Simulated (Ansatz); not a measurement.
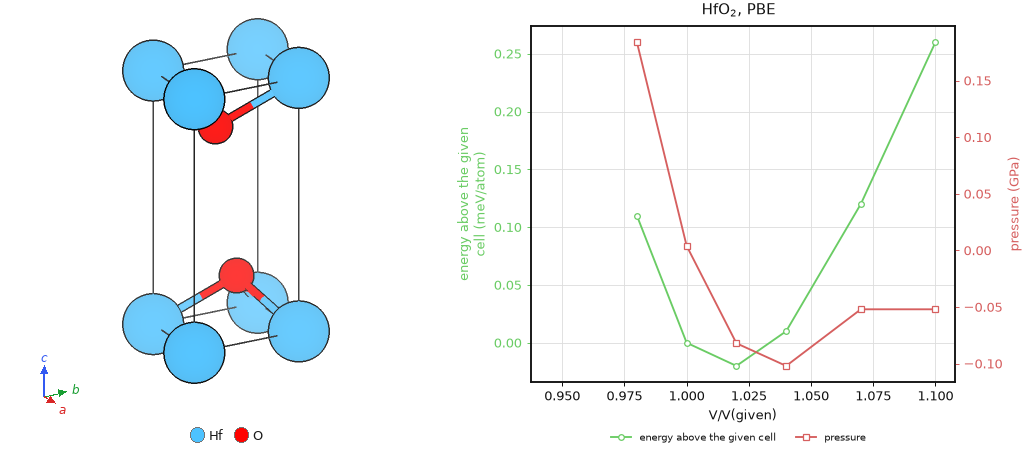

The picture above shows the energy above the given cell and pressure against V/V(given) for HfO₂, space group P-3m1 (No. 164) (cell built by us, not taken from a database). The conventional cell is drawn beside the plot.

Cell as given: a = 3.252 Å, b = 3.252 Å, c = 5.602 Å, α = 90.00°, β = 90.00°, γ = 120.00°; 3 atoms.

Computed with Ansatz 0.2.0: plane-wave density functional theory, PAW datasets, Gaussian smearing 0.05 eV: equation of state, the given cell scaled in volume with shape and atoms relaxed at each volume. Level: PBE, no spin polarisation.

PAW set soft_2; wave cutoff 420 eV; k mesh 12×12×6.

V(given) is 17.10 Å³/atom.

The points at V/V(given) 0.945 and 0.960 are left out of the plot. What values does the calculation give there?

```json
{"V/V(given)": "0.945", "energy above the given cell (meV/atom)": "0.76", "pressure (GPa)": "0.329"}
{"V/V(given)": "0.960", "energy above the given cell (meV/atom)": "0.42", "pressure (GPa)": "0.268"}
```

Limits of the calculation: no dispersion term, layers or molecules are underbound; no fit given, since scatter or the place of the minimum failed its tests.
